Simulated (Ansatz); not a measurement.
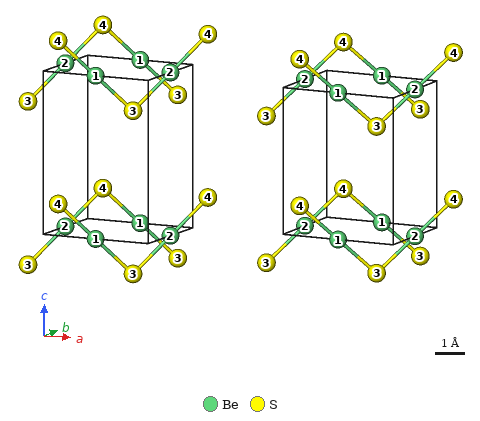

Two geometries of crystalline BeS (a generated structure, set up in Cmme), drawn at one scale. One is the start of a relaxation, the other its converged end. Style: ball-and-stick. Shown: the cell of the calculation, slightly off an axis.

All numbers below come from Ansatz, DFT PBE, scalar-relativistic, plane waves, PAW. (plane-wave cutoff 420 eV; k-point mesh 6 × 6 × 6; occupations gaussian; smearing width 0.02 eV; no spin polarisation; cell and atoms relaxed; force threshold 0.01 eV/Å; at most 80 steps)

Which geometry has the lower energy?

The left one is the relaxed one. After 6 accepted moves (7 points after the start) the energy has fallen by 3.0 meV per atom. Largest force component: 0.019 eV/Å at the start, 0.00028 eV/Å at the end. Pressure: 0.02 GPa at the start and 0.02 GPa at the end. The SCF was repeated once at an unchanged geometry on a basis and grid sized afresh for the cell, which shifted the energy by 0.2 meV per atom at most. The largest moves relative to the cell, 0.095 Å, are those of S3 and S4. S4 goes along −c. Be stays in place. The volume changes by −1.6 %, with a = b 4.745 → 4.424 Å (−6.8 %), c 5.210 → 5.796 Å (+11.3 %), γ 106.3° → 102.5°. Bond angles that change, for instance: Be1–S4–Be2 97.2° → 93.6°. The space group stays Cmme (No. 67). The run took 35 s on 1 thread of Arm Neoverse V2, on a shared host, peak memory 0.38 GiB.
